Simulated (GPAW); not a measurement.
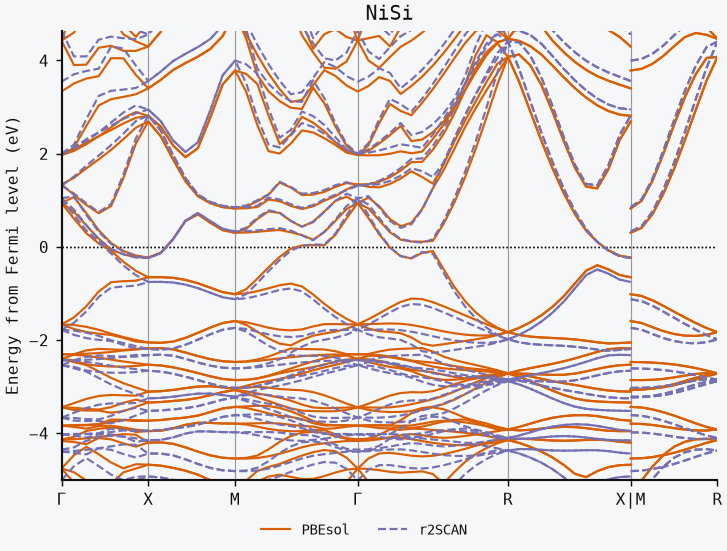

Band structures of NiSi, space group P2_13, 8 atoms in the cell (cubic a = 4.504 Å), by two methods on the same cell. Each is counted from its own Fermi level.

**How do the methods compare?**

Both give a metal. Levels within 1 eV of the Fermi level in either run differ by 0.05 eV on average and by 0.12 eV at most (between Γ and X). Filled levels 1 to 5 eV under it lie 0.18 eV deeper on average in r2SCAN than in PBEsol.

Settings. PBEsol: PAW data sets generated in the run's folder for this functional, collinear spin, ferromagnetic start that ends with little or no moment, no spin-orbit coupling, 5×5×5 k mesh, 600 eV cutoff, Fermi-Dirac smearing of 0.05 eV (GPAW). r2SCAN: GPAW PAW data sets (gpaw-data 1.2.1), collinear spin, ferromagnetic start that ends with little or no moment, no spin-orbit coupling, 5×5×5 k mesh, 600 eV cutoff, Fermi-Dirac smearing of 0.05 eV (GPAW 26.7.0).

Bands are joined in order of energy. The k mesh is thin for a metal, so its Fermi level is uncertain. The cell is a database's computed one. r2SCAN: the PAW data sets were made with another functional.
